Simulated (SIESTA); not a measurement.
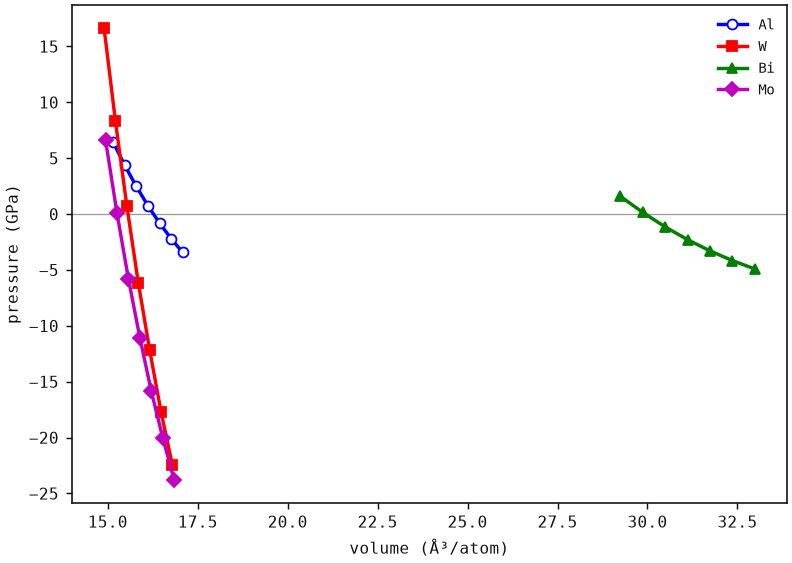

The picture above shows the pressure against volume, with one curve for each element, for Al, Bi, Mo and W (all in space group Im-3m (No. 229)).

Calculation (SIESTA 5.4.2): DFT in numerical atomic orbitals with pseudopotentials, no spin polarisation; energies at scaled volumes of the given cell, shape and fractions fixed, counted from the fit's minimum, third-order Birch-Murnaghan fit. Level: LDA.

- occupations: Fermi–Dirac
- smearing width: 0.05 eV
- potentials: PseudoDojo 0.4 standard, converted to PSML, two zetas on semicore shells

Settings that differ: Al: k mesh 12×12×12; W: k mesh 12×12×12; Bi: k mesh 9×9×9; Mo: k mesh 12×12×12.

Order the curves by fitted equilibrium volume, smallest first.

Mo 15.259, W 15.560, Al 16.265, Bi 29.929 Å³/atom.

Order the curves by fitted bulk modulus, smallest first.

Bi 65.4, Al 78.2, Mo 297.6, W 348.8 GPa.

Keep in mind: mulliken charges of long orbitals; short basis over semicore shells (W); spin-orbit coupling left out, heavy elements (Bi).

The computed values:

Al:
```csv
volume (Å³/atom),pressure (GPa)
15.15,6.43
15.47,4.36
15.79,2.47
16.12,0.75
16.44,-0.81
16.76,-2.20
17.08,-3.44
```

W:
```csv
volume (Å³/atom),pressure (GPa)
14.90,16.65
15.21,8.29
15.53,0.71
15.85,-6.14
16.16,-12.18
16.48,-17.72
16.80,-22.50
```

Bi:
```csv
volume (Å³/atom),pressure (GPa)
29.25,1.57
29.87,0.14
30.49,-1.16
31.12,-2.30
31.74,-3.30
32.36,-4.17
32.98,-4.92
```

Mo:
```csv
volume (Å³/atom),pressure (GPa)
14.94,6.60
15.26,0.08
15.57,-5.80
15.89,-11.06
16.21,-15.86
16.53,-20.01
16.85,-23.80
```
